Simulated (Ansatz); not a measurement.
**Energy of GaN along a strain of the cell**

System: GaN (I-4m2, 2 atoms in the cell).
Method: DFT r2SCAN, scalar-relativistic, plane waves, PAW, no spin polarisation (Ansatz 0.2.0).

The 5 runs differ only in the geometry, by a strain of the cell at fixed fractional positions. Against run 3, the strain is εxx = η and εyy = η. The structure derives from a Materials Project entry.

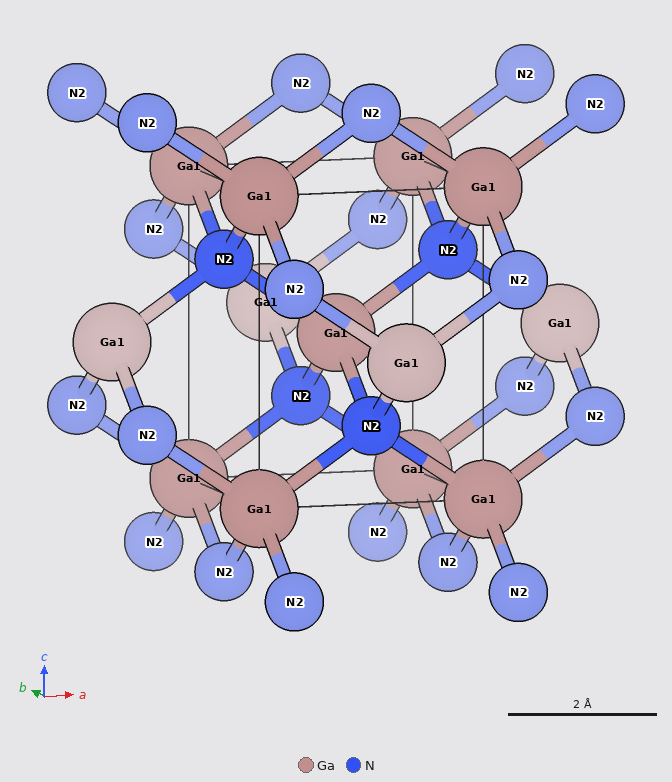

Figure 1. The structure of run 3 (ball-and-stick view of the cell 2 times as large as that of the calculation, set on its symmetry axes, seen slightly off an axis; neighbours outside the cell are drawn fainter; atoms are numbered from 1 in the order of the input).

**Input of run 3**
```yaml
crystal:
  lattice:
    - [0.0, 2.2535006075, 2.1408255771]
    - [2.2535006075, 0.0, 2.1408255771]
    - [2.2535006075, 2.2535006075, 0.0]
  atoms:
    - { symbol: Ga, position: [0.0, 0.0, 0.0] }
    - { symbol: "N", position: [0.75, 0.75, 0.75] }
basis:
  ecutwfc: 500
kpoints:
  mp_grid: { grid: [10, 10, 10] }
hamiltonian:
  xc: r2scan
scf:
  occupations: { method: gaussian, width: 0.05 }
output:
  forces: true
  stress: true
  eigenvalues: true
```

Lattice vectors (Å) and fractional positions of run 3:
```
   0.000000    2.253501    2.140826
   2.253501    0.000000    2.140826
   2.253501    2.253501    0.000000
Ga  0.000000  0.000000  0.000000
N   0.750000  0.750000  0.750000
```

Run 4 differs from it as follows:
```diff
-    - [0.0, 2.2535006075, 2.1408255771]
-    - [2.2535006075, 0.0, 2.1408255771]
-    - [2.2535006075, 2.2535006075, 0.0]
+    - [0.0, 2.3098381227, 2.1408255771]
+    - [2.3098381227, 0.0, 2.1408255771]
+    - [2.3098381227, 2.3098381227, 0.0]
```

**Results, with one run withheld**

```csv
run,strain parameter η (%),"free energy per atom, from the lowest run given (meV)",pressure (GPa),gap on the mesh (eV)
1,−5.0000,149.03,39.83,3.16
2,−2.5000,48.97,23.07,2.73
3,0.0000,0.00,9.56,2.32
4,2.5000,?,?,?
5,5.0000,26.04,−9.80,1.54
```

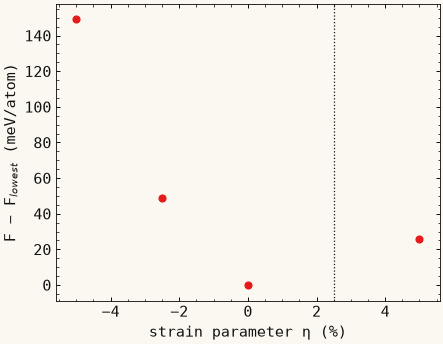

Figure 2. Free energy per atom of the runs given; the dotted line marks run 4.

Estimate the energy of run 4 from the others.

A quadratic polynomial in the coordinate, fitted to the 4 runs given, misses them by at most 2.13 meV per atom. With x = η + 0.6250, it reads F = 7.4112 − 16.636 x + 3.5547 x² (meV per atom). At run 4 it gives −9.86 meV per atom, and the run itself gives −5.44. The fit has its minimum at η = 1.7150 %. So low a polynomial doesn't follow these energies more closely. The gap on the mesh goes, without turning, from 3.16 eV in run 1 to 1.54 eV in run 5; run 4 has 1.92 eV. These are gaps of this functional on this mesh, which can miss the band edges; they aren't the measured gap.

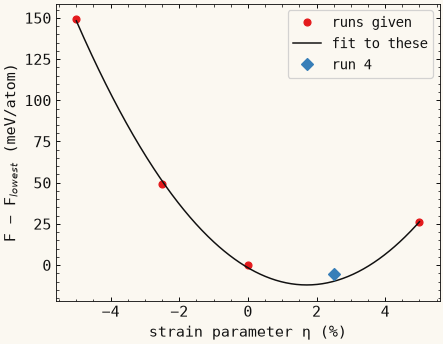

Figure 3. The fit and the withheld run.

**Output, shortened to warnings, some set-up lines, iterations and results (run 4)**
```
Basis set: ecut = 500 eV, 583 PW (Γ), exchange–correlation on 96×96×96 points (64 copies of the dense FFT grid, shifted against one another)
Symmetry: 8 space group operations
k-points: 102 of 1000 (time reversal used)
Initial density: superposition of atomic densities (neutral atoms: chi_scale 0, normalization atom), corrected by the library's trained network
[...]
SCF iter   1: F=—  HF=-4176.309458 eV  |F-HF|=—  |Δ(HF+E_count)|=         —  Δρ=1.24e-2  dr2=1.35e-2  dr2_τ=9.33e-2  ethr=1.77e-3  ⟨swp⟩=4.8  Hψ=6737  notcnv=0
SCF iter   2: F=—  HF=-4176.340494 eV  |F-HF|=—  |Δ(HF+E_count)|=   3.10e-2  Δρ=4.55e-3  dr2=2.93e-3  dr2_τ=1.05e-4  ethr=7.50e-5  ⟨swp⟩=2.0  Hψ=3468  notcnv=0
SCF iter   3: F=—  HF=-4176.340575 eV  |F-HF|=—  |Δ(HF+E_count)|=   8.04e-5  Δρ=3.15e-3  dr2=7.43e-4  dr2_τ=6.28e-5  ethr=1.63e-5  ⟨swp⟩=2.0  Hψ=2513  notcnv=0
SCF iter   4: F=—  HF=-4176.340662 eV  |F-HF|=—  |Δ(HF+E_count)|=   8.74e-5  Δρ=7.59e-4  dr2=1.03e-4  dr2_τ=3.13e-5  ethr=4.13e-6  ⟨swp⟩=3.0  Hψ=2249  notcnv=0
SCF iter   5: F=—  HF=-4176.340652 eV  |F-HF|=—  |Δ(HF+E_count)|=   1.02e-5  Δρ=1.43e-4  dr2=4.51e-6  dr2_τ=2.51e-7  ethr=5.71e-7  ⟨swp⟩=2.1  Hψ=1732  notcnv=0
SCF iter   6: F=—  HF=-4176.340651 eV  |F-HF|=—  |Δ(HF+E_count)|=   1.22e-6  Δρ=9.77e-5  dr2=2.12e-6  dr2_τ=1.20e-7  ethr=2.51e-8  ⟨swp⟩=2.0  Hψ=2006  notcnv=0
SCF iter   7: F=—  HF=-4176.340651 eV  |F-HF|=—  |Δ(HF+E_count)|=   2.90e-7  Δρ=4.69e-5  dr2=4.94e-7  dr2_τ=5.30e-9  ethr=1.18e-8  ⟨swp⟩=1.0  Hψ=1326  notcnv=0
SCF iter   8: F=-4176.340651 eV  HF=-4176.340651 eV  |F-HF|=1.46e-8  |Δ(HF+E_count)|=   9.08e-8  Δρ=9.91e-6  dr2=2.31e-8  dr2_τ=1.95e-10  ethr=5.56e-10  ⟨swp⟩=2.9  Hψ=4638  …
SCF 1 converged in 8 iterations: F = -4176.340651 eV  dr2 = 2.31e-8
SCF converged after 8 iterations
Free energy (F): -4176.340651 eV
Harris-Foulkes:  -4176.340651 eV  (|F-HF|=1.46e-8)
Internal energy: -4176.340651 eV  (E = F + TS)
E sigma→0 (E₀):  -4176.340651 eV
Fermi energy:    10.569726 eV
--- Per-component energies (eV) ---
  E_band       = -16.052429
  E_kinetic    = 246.808494
  E_local      = -1949.701583  (includes V_loc(G=0)·N_el)
  E_nonlocal   = 476.371239
  E_hartree    = 899.186296
  E_xc         = -121.662618
  E_vxc        = -143.485070  (∫ρ·V_xc dr)
  E_paw        = -2137.254878  (= ΣΔE_a)
  E_vpaw       = -452.259506  (= ΣTr[D̂ρ^β])
  E_aug_tail   = -0.000024  (compensation charges beyond the density's cutoff)
  E_vtau       = 7.843158  (kinetic-family band-sum trace: ∫τ·v_τ [+ j·A + Jᵃ·Aᵃ] dr)
  E_ewald      = -1589.404942
  E_core_change = -0.682634  (= ΣΔE_core)
  E_smearing   = -0.000000  (= −TS)
  E_closure    = -0.000000  (closes the sum)
  Σ components = -4176.340651   (vs F -4176.340651, Δ=0.00e0)
--- Forces (eV/Å), atoms counted from 1 ---
  atom   1  Ga     0.00000000     0.00000000     0.00000000
  atom   2  N     -0.00000000    -0.00000000    -0.00000000
  max |Σ_I F_I| component: 4.16e-17 eV/Å
--- Stress (GPa, compression-positive) ---
       -4.042504      -0.000000       0.000000
        0.000000      -4.042504      -0.000000
       -0.000000      -0.000000       4.367217
  P = ⅓ Tr σ = -1.2393 GPa (-12.393 kbar)
```
